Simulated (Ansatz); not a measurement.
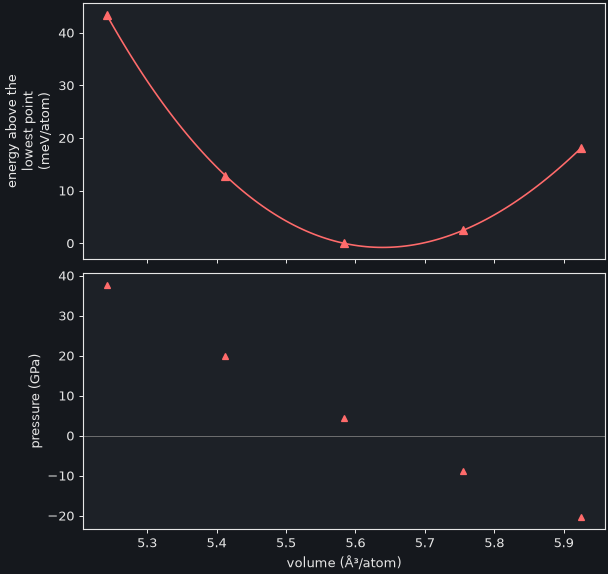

The picture above shows the energy above the lowest point and pressure against volume for C, space group Fd-3m (No. 227) (one of a set of cubic test structures, which need not be the stable phase).

Method: equation of state of a cubic crystal from periodic Kohn-Sham density functional theory without spin, third-order Birch-Murnaghan fit to the free energies; pressure corrected for the finite basis (Ansatz 0.2.0 development build). Level: r2SCAN.

- structure type: diamond
- atoms in cell: 2
- space group number: 227
- lattice centring: face-centred primitive
- k mesh: 16×16×16
- occupation method: Fermi–Dirac
- occupation width: 0.1 eV
- wave cutoff: 700 eV
- datasets: hard PAW
- density tolerance: 1e−09 eV
- bands: 8
- density cutoff ratio: 4
- search for lower states: default
- xc grid level: 2

**Give the fitted equation-of-state parameters.**

A third-order Birch–Murnaghan fit gives V0 = 5.64 Å³/atom, B0 = 451 GPa and B′ = 3.7.

**Read off the course of the pressure.**

It falls from 37.7 GPa at volume 5.2419 Å³/atom to −20.4 GPa at 5.9256 Å³/atom, and changes sign near 5.64 Å³/atom.

Limits of the calculation: pseudopotentials made with PBE, not this functional.

The computed values:

| volume (Å³/atom) | energy above the lowest point (meV/atom) | pressure (GPa) |
| --- | --- | --- |
| 5.2419 | 43.4 | 37.7 |
| 5.4128 | 12.9 | 19.9 |
| 5.5837 | 0.0 | 4.5 |
| 5.7546 | 2.4 | −8.8 |
| 5.9256 | 18.2 | −20.4 |
